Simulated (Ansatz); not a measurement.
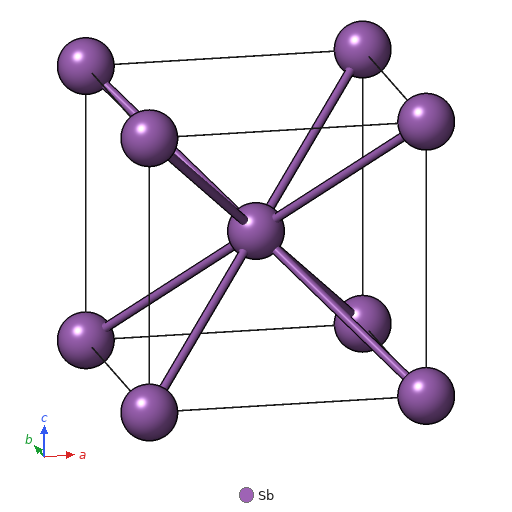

System: Sb, space group Im-3m (No. 229). The picture shows the conventional cell.

Starting cell:
```xyz
1
Lattice="-1.8713 1.8713 1.8713 1.8713 -1.8713 1.8713 1.8713 1.8713 -1.8713" Properties=species:S:1:pos:R:3 pbc="T T T"
Sb    0.0000    0.0000    0.0000
```

How it was computed, with Ansatz 0.2.0: all-electron LAPW DFT, no spin polarisation; energies at scaled volumes of the given cell, shape and fractions fixed, counted from the fit's minimum, third-order Birch-Murnaghan fit. Level: LDA.

```json
{"setting": "k mesh", "value": "10×10×10"}
{"setting": "occupations", "value": "Fermi–Dirac"}
{"setting": "smearing width", "value": "0.05 eV"}
{"setting": "potentials", "value": "all electron LAPW, scalar relativistic"}
{"setting": "program settings", "value": "basis error eV/atom 0.001"}
```

What does the calculation give for the energy against volume? The volume takes the values 24.64, 25.16, 25.69, 26.21, 26.74, 27.26, 27.79 Å³/atom.

A third-order Birch–Murnaghan fit gives V0 = 25.75 Å³/atom, B0 = 70.4 GPa and B′ = 4.3. The energy is 11.30 meV/atom at volume 24.64 Å³/atom and 30.98 meV/atom at 27.79 Å³/atom; the lowest computed point is at volume 25.69 Å³/atom (0.03 meV/atom).

```tsv
volume (Å³/atom)	energy (meV/atom)
24.64	11.30
25.16	3.02
25.69	0.03
26.21	1.79
26.74	7.82
27.26	17.69
27.79	30.98
```

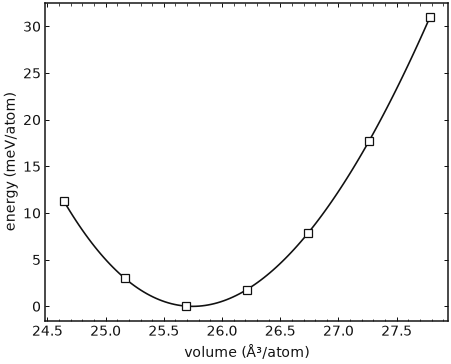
